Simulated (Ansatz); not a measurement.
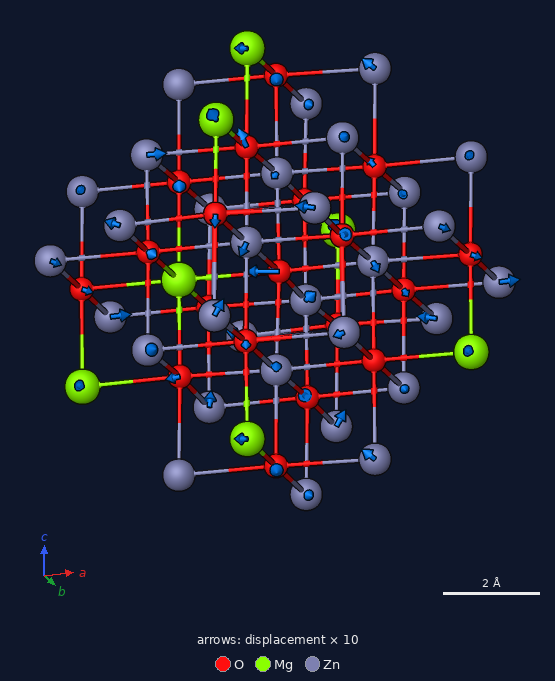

A relaxation of a crystal of O₃₂Mg₆Zn₂₆ (a generated structure, set up in P1). The starting structure is drawn; blue arrows show the displacements, magnified 10 times.

The picture is a ball-and-stick view of the atoms within 5.0 Å of the atom that moves most (axes of the cell of the calculation), seen from a free direction.

Level of theory: Ansatz, DFT, PBEsol, PAW, plane waves. Settings: plane-wave cutoff 420 eV; k-point mesh 1 × 1 × 1; mesh shifted by (0.25, 0.25, 0.25); no spin polarisation; cell relaxed at fixed shape; force threshold 0.03 eV/Å; at most 80 steps.

Question: Describe the change and its energy.

Answer: An O atom moves most: 0.076 Å along −a. By element the largest moves are O 0.076 Å, Mg 0.071 Å, Zn 0.049 Å. The cell doesn't change. Near-neighbour distances that change, for instance: Mg–O 2.215 → 2.110 Å, O–Zn 2.054 → 2.142 Å, Mg–O 2.196 → 2.109 Å, O–Zn 2.214 → 2.144 Å. Among the angles between lasting bonds that change: Zn–O–Zn 175.6° → 179.9°, O–Zn–O 86.9° → 90.4°, O–Zn–O 176.2° → 179.5°. The space group stays P1 (No. 1). Over 3 geometry steps the energy falls by 7.8 meV per atom. The largest force component goes from 0.66 to 0.014 eV/Å. Pressure: 0.61 GPa at the start and 0.02 GPa at the end. Cost: 42 s on 7 threads of Arm Neoverse-V2, peak memory 1.6 GiB.
